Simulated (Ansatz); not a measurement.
```
Be S
1.0
     0.00000    2.41899   -2.41899
     0.00000   -2.41899   -2.41899
    -5.17664    0.00000    0.00000
Be S
2 2
Direct
  0.50000 0.50000 0.50000
  0.00000 0.00000 0.00000
  0.00000 0.50000 0.25000
  0.50000 0.00000 0.75000
```

Space group I-4m2; changed on purpose from its base cell (mode 4 frozen in at +0.000 Å, normal strain along x +0.0700); computed pressure about −6 GPa in this cell.

Level of theory: Ansatz 0.2.0, DFT PBEsol, scalar-relativistic, plane waves, PAW.

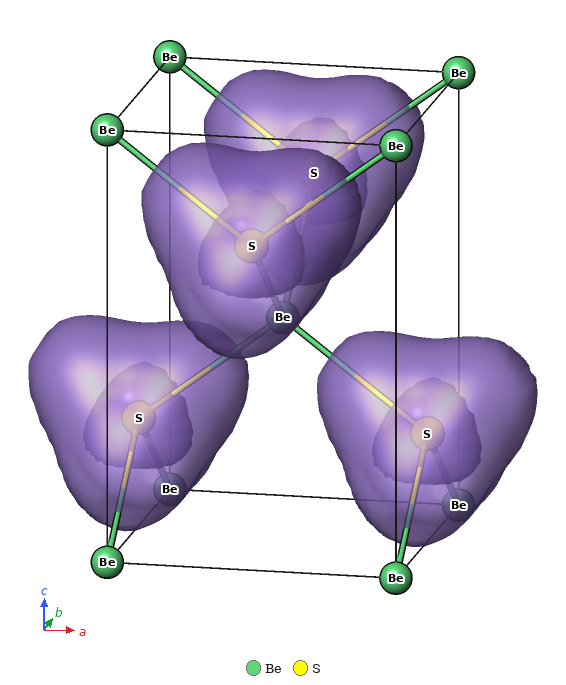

BeS. Isosurface of the electron localisation function at 0.75 (purple), seen at an oblique angle. Only the valence region is drawn (cores and ρ < 0.01 e/Å³ removed). Sticks mark near contacts.

Core electrons are frozen (PAW), and the valence fields are smoothed inside the atomic spheres.

**What do the ELF domains correspond to?**

At this value the surface marks out two regions wrapped around S (the valence shell of each), counted in one cell of 4 atoms. Regions shared between cells count once. Profiles from the grid: Be–S (2.14 Å): the ELF peaks at about 0.95 between the atoms (a shared but strongly polarised pair).

**Does the calculation give a band gap?**

It is gapped, with a Kohn–Sham gap of 2.8 eV on the k-point mesh, an upper bound to the gap of this method.
